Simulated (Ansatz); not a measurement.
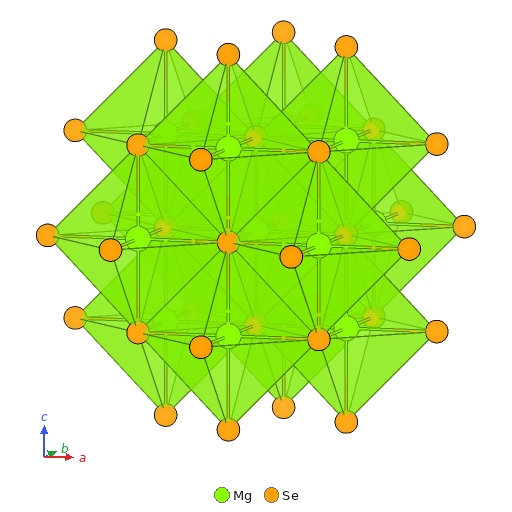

System: MgSe, space group Fm-3m (No. 225) (cell built by us, not taken from a database). The picture shows the conventional cell.

The given structure:
```cif
data_structure
_symmetry_space_group_name_H-M 'P 1'
_symmetry_Int_Tables_number 1
_cell_length_a 3.8957
_cell_length_b 3.8957
_cell_length_c 3.8957
_cell_angle_alpha 119.999
_cell_angle_beta 119.999
_cell_angle_gamma 90.002
_cell_volume 41.81
loop_
_atom_site_label
_atom_site_type_symbol
_atom_site_fract_x
_atom_site_fract_y
_atom_site_fract_z
_atom_site_occupancy
Mg1 Mg 0.50000 0.50000 0.00000 1
Se1 Se 0.00000 0.00000 0.00000 1
```

Computed with Ansatz 0.2.0: third-order Birch-Murnaghan fit to density functional energies at scaled volumes of the given relaxed cell, shape and atoms relaxed at each volume; energies count from the fitted minimum; plane waves with PAW datasets, Γ-centred k mesh. Level: PBE, no spin polarisation.

wave cutoff 420 eV; k mesh 10×10×10; occupations Gaussian; smearing width 0.02 eV.

What does the calculation give for the energy above the minimum, pressure and gap on the k mesh against volume? The volume takes the values 18.394, 19.022, 19.649, 20.276, 20.903, 21.530, 22.157, 22.993 Å³/atom.

A third-order Birch–Murnaghan fit gives V0 = 20.89 Å³/atom, B0 = 60.6 GPa and B′ = 4.1. The energy above the minimum is 70.1 meV/atom at volume 18.394 Å³/atom and 34.0 meV/atom at 22.993 Å³/atom; the lowest computed point is at volume 20.903 Å³/atom (0.0 meV/atom), and no other minimum shows. The pressure falls from 10.03 GPa at volume 18.394 Å³/atom to −4.77 GPa at 22.993 Å³/atom, and changes sign near 20.89 Å³/atom. The gap on the k mesh stays open and runs from 1.982 eV at volume 18.394 Å³/atom to 1.607 eV at 22.993 Å³/atom.

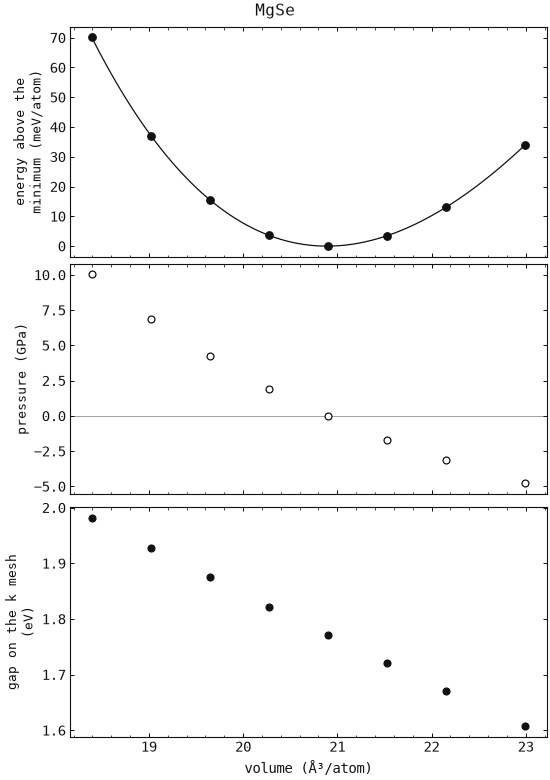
